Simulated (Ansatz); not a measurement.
System: Ga₁₅Sb₁₆ (cell with a defect).

Input

```
crystal:
  lattice:
    - [-6.2154872468, -6.2154872468, -6.2154872468]
    - [6.2154872468, 6.2154872468, -6.2154872468]
    - [6.2154872468, -6.2154872468, 6.2154872468]
  atoms:
    - { symbol: Ga, position: [0.25, 0.75, 0.0] }
    - { symbol: Ga, position: [0.0, 0.0, 0.0] }
    - { symbol: Ga, position: [0.25, 0.5, 0.25] }
    - { symbol: Ga, position: [0.0, 0.75, 0.25] }
    - { symbol: Ga, position: [0.75, 0.0, 0.25] }
    - { symbol: Ga, position: [0.25, 0.25, 0.5] }
    - { symbol: Ga, position: [0.0, 0.5, 0.5] }
    - { symbol: Ga, position: [0.75, 0.75, 0.5] }
    - { symbol: Ga, position: [0.5, 0.0, 0.5] }
    - { symbol: Ga, position: [0.0, 0.25, 0.75] }
    - { symbol: Ga, position: [0.75, 0.5, 0.75] }
    - { symbol: Ga, position: [0.5, 0.75, 0.75] }
    - { symbol: Ga, position: [0.75, 0.25, 0.0] }
    - { symbol: Ga, position: [0.5, 0.5, 0.0] }
    - { symbol: Ga, position: [0.5, 0.25, 0.25] }
    - { symbol: Sb, position: [0.0, 0.75, 0.5] }
    - { symbol: Sb, position: [1.0, 0.5, 0.75] }
    - { symbol: Sb, position: [0.75, 0.75, 0.75] }
    - { symbol: Sb, position: [1.0, 0.25, 0.0] }
    - { symbol: Sb, position: [0.75, 0.5, 0.0] }
    - { symbol: Sb, position: [0.5, 0.75, 0.0] }
    - { symbol: Sb, position: [1.0, 0.0, 0.25] }
    - { symbol: Sb, position: [0.75, 0.25, 0.25] }
    - { symbol: Sb, position: [0.5, 0.5, 0.25] }
    - { symbol: Sb, position: [0.25, 0.75, 0.25] }
    - { symbol: Sb, position: [0.75, 0.0, 0.5] }
    - { symbol: Sb, position: [0.5, 0.25, 0.5] }
    - { symbol: Sb, position: [0.25, 0.5, 0.5] }
    - { symbol: Sb, position: [0.5, 0.0, 0.75] }
    - { symbol: Sb, position: [0.25, 0.25, 0.75] }
    - { symbol: Sb, position: [0.25, 0.0, 0.0] }
basis:
  ecutwfc: 420
  xc_grid: 2
kpoints:
  mp_grid: { grid: [3, 3, 3], shift: [0.0, 0.0, 0.0] }
hamiltonian:
  xc: pbe
scf:
  occupations: { method: gaussian, width: 0.1 }
output:
  forces: true
  stress: false
  eigenvalues: true
  write_density: true
  write_potential: true
  elf: true
  volumetric_format: npy
relax:
  adjacent_minimum: "off"
  f_tol: 0.025
  max_steps: 45
```

Command:

```sh
ansatz run input.yaml --threads 4 --pin off --max-ram 10240MiB --backend cpu --events-out ev --progress --plain --runs-dir out
```

The fields are those of the run's last geometry, not of the input's.

Computed without spin polarisation.

Level of theory: DFT PBE, scalar-relativistic, plane waves, PAW in Ansatz.

Q: Predict the valence pseudo-density and electron localisation function between the atoms.

A: Ga–Sb (2.72 Å): ρ at the midpoint is about 0.38 e/Å³; the ELF peaks at about 0.70 between the atoms.

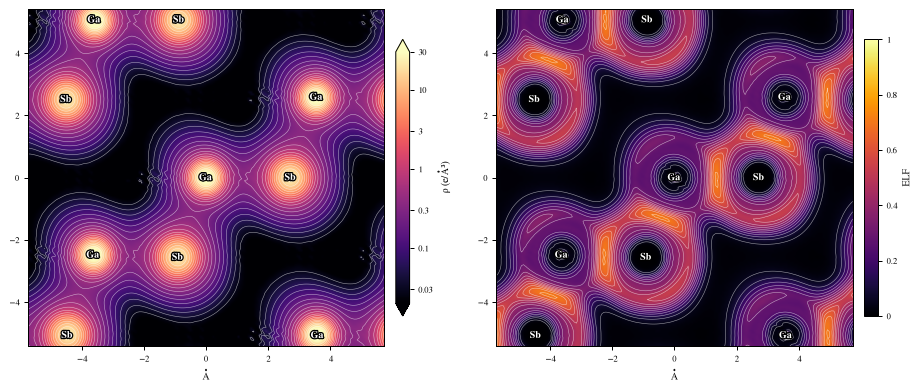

Computed valence pseudo-density and electron localisation function on the (101̄) plane of the calculation cell, in this order. 
